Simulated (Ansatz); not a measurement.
Run report: CoO, single-point calculation (part 3 of 3)

CoO (Fm-3m, 4 atoms in the cell); DFT LDA+U, non-collinear, scalar-relativistic, plane waves, PAW, Ueff = 2 eV on Co atom 1 d; Ueff = 2 eV on Co atom 3 d (Ansatz 0.2.0); cutoff 420 eV, 8×8×8 k-mesh, Gaussian smearing of 0.05 eV, non-collinear spins. The structure derives from an entry of the Crystallography Open Database. It belongs to a series of runs on one base structure; here: canted directions held.

Geometry of the input (Å; fractional positions):
```
0.0000  2.1315  2.1315
2.1315  0.0000  2.1315
4.2630  4.2630  0.0000
Co 0.0000  0.0000  0.0000
O  0.5000  0.5000  0.2500
Co 0.0000  -0.0000  0.5000
O  0.5000  0.5000  0.7500
```

Output, continued:
```
  k-point 259: bands = ["-82.6896", "-82.6894", "-79.6761", "-79.6760", "-46.9288", "-46.9287", "-46.0928", "-46.0927", "-46.0704", "-46.0703", "-43.7065", "-43.7064", "-43.3208", "-43.3206", "-43.2950", "-43.2949", "-5.1239", "-5.1239", "-4.5500", "-4.5500", "6.0817", "6.0817", "6.7360", "6.7360", "7.0944", "7.0944", "7.5664", "7.5664", "8.5008", "8.5008", "9.0830", "9.0831", "9.1036", "9.1036", "10.4838", "10.4839", "10.6571", "10.6572", "11.5967", "11.5967", "11.9033", "11.9034", "11.9547", "11.9548", "12.7483", "12.7485", "14.1848", "14.1849", "15.2343", "15.2344", "15.3182", "15.3183", "20.1786", "20.1786", "20.8862", "20.8862"]
Occupation matrices written to [file]
--- Löwdin populations: 4 sites ---
  site symbol       q [e]
     0     Co     15.8831
     1      O      6.9873
     2     Co     15.8831
     3      O      6.9873
  spilling = 0.005634 (of n_electrons = 46.000000)
--- Occupation matrices: 2 shells (run DFT+U table (all-electron-ortho-atomic); ε = 9.03e-3) ---
  Co0 d_3D: site group Oh (m-3m); on the run's cell D3d (-3m)
  Co0 d_3D spinor Tr n = 7.3596  λ = 0.093 0.171 0.171 0.971 0.971 0.994 0.994 0.998 0.998 0.999  [yz 0.33 (T2g 1.00) T2g(1.00)/A1g(1.00) | 2× x2-y2 0.49 (Eg 0.97) Eg(0.97)/Eg(1.00) | 2× xy 0.32 (T2g 0.97) T2g(0.97)/Eg(1.00) | 5× xy 0.20 (T2g 0.60) T2g(0.60)/Eg(0.80)]
  specified occupation → Co0 d_3D spinor: matrix, ‖Δ‖_F = 0.2359, Tr Δ = -0.5096, displaced = 0.2548, d_λ = 0.2331; orbital distance = 0.0396
  Co2 d_3D: site group Oh (m-3m); on the run's cell D3d (-3m)
  Co2 d_3D spinor Tr n = 7.3596  λ = 0.093 0.171 0.171 0.971 0.971 0.994 0.994 0.998 0.998 0.999  [yz 0.33 (T2g 1.00) T2g(1.00)/A1g(1.00) | 2× x2-y2 0.49 (Eg 0.97) Eg(0.97)/Eg(1.00) | 2× xy 0.32 (T2g 0.97) T2g(0.97)/Eg(1.00) | 5× xy 0.20 (T2g 0.60) T2g(0.60)/Eg(0.80)]
  specified occupation → Co2 d_3D spinor: matrix, ‖Δ‖_F = 0.2359, Tr Δ = -0.5096, displaced = 0.2548, d_λ = 0.2331; orbital distance = 0.0396
  Tr n, λ and their labels are of the run-group-symmetrised matrices; stabiliser: 48 of 48 elements of G0×{1,Θ} up to a turn of all spins (closed), max defect 3.7e-4 at τ = 1.9e-3
```

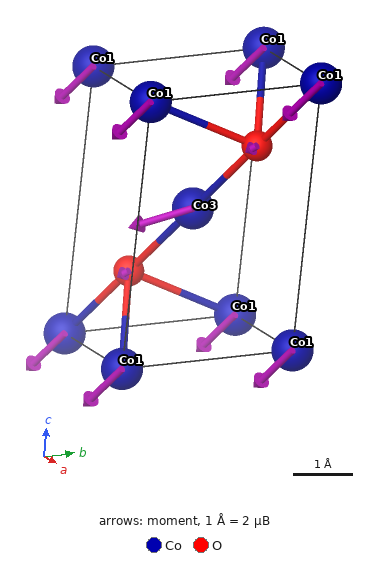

Magnetic moments of the sites as pink arrows (ball-and-stick view of the reduced cell, seen slightly off an axis; atoms are numbered from 1 in the order of the input); small moments hardly show. Site moments: Co1, Co3 (2.56 μB); O2, O4 (0.57 μB). They are counted near the atoms and needn't add up to the moment of the cell.

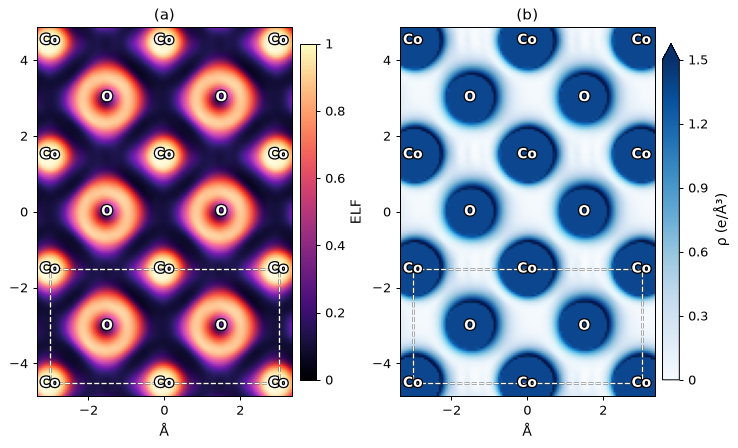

(a) electron localisation function; (b) valence electron density on the (110) plane of the calculation cell. Atoms in the plane: Co and O. Co–O (2.13 Å): ρ is about 0.42 e/Å³ halfway; the ELF is about 0.10 at the midpoint. Away from the nuclei the density in this plane falls to 0.11 e/Å³ at its lowest. The strong features right at Co lie inside the PAW spheres (semicore, d or f shells) and say nothing about bonding. The fields are those of the smooth PAW valence density.

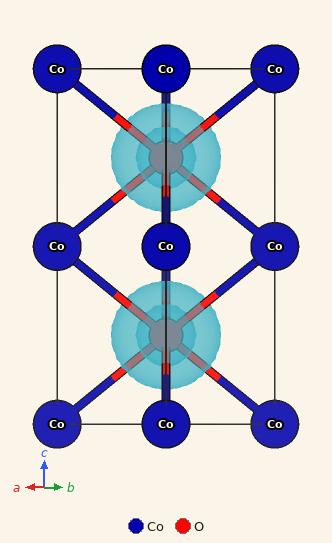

Isosurface of the ELF at 0.75 (cyan), seen along [110]. Only the valence region is drawn (cores and ρ < 0.01 e/Å³ removed). Sticks mark near contacts. The outline is the calculation cell. Along the contacts the grid gives the following. Co–O (2.13 Å): the ELF is about 0.10 at the midpoint.

Summary:

- outcome: converged
- space group (tolerance 0.01 Å): Fm-3m (225)
- electrons treated: 46
- free energy: −11231.0672 eV
- Fermi energy: 13.235 eV
- gap on the k-point mesh: 0.06 eV
- net moment of the cell: 5.74 μB
- integrated absolute moment: 5.94 μB
- pressure: −11.75 GPa
- largest force (length of the vector): under 0.001 eV/Å
- hardware: 2 threads of Intel Xeon (Granite Rapids), 16 GiB of memory available, shared host
- wall time: 2.3 min (CPU time 4.5 min)
- peak memory: 1.2 GiB

Notes on the run: the SCF threshold is looser than advised for the printed stress. The cell is under a tension of 11.7 GPa at this level, so it is not at its equilibrium volume.
